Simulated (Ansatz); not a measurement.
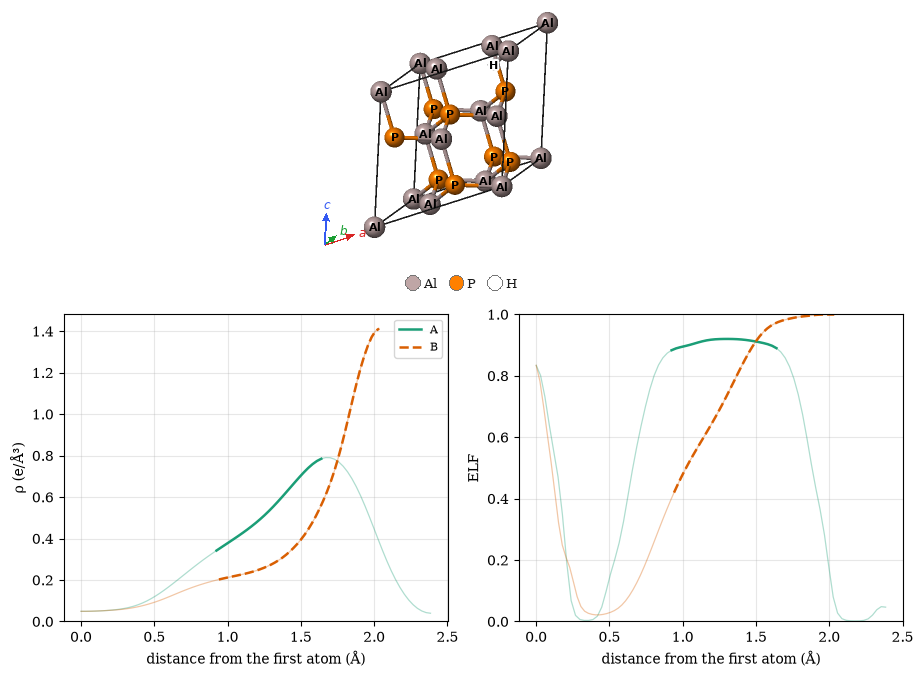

Al6P6H (cell charge +1, with a compensating background) (cell with a defect). Valence electron density and ELF along straight lines between neighbouring atoms. Thin, pale parts lie inside the atomic spheres. The structure is drawn too.

Not relaxed (largest force 1.0 eV/Å); PAW files of the earlier set (soft_1).

Method: Ansatz 0.2.0, DFT PBE, scalar-relativistic, plane waves, PAW.

Core electrons are frozen (PAW), and the valence fields are smoothed inside the atomic spheres.

> Which curve belongs to which contact (Al–H and Al–P)? The first atom named is at distance zero.

Curve A: Al–P (2.38 Å): the density is about 0.48 e/Å³ at the midpoint; the ELF peaks at about 0.90 between the atoms. Curve B: Al–H (2.03 Å): ρ at the midpoint is about 0.21 e/Å³; the ELF climbs to about 1 towards the hydrogen.
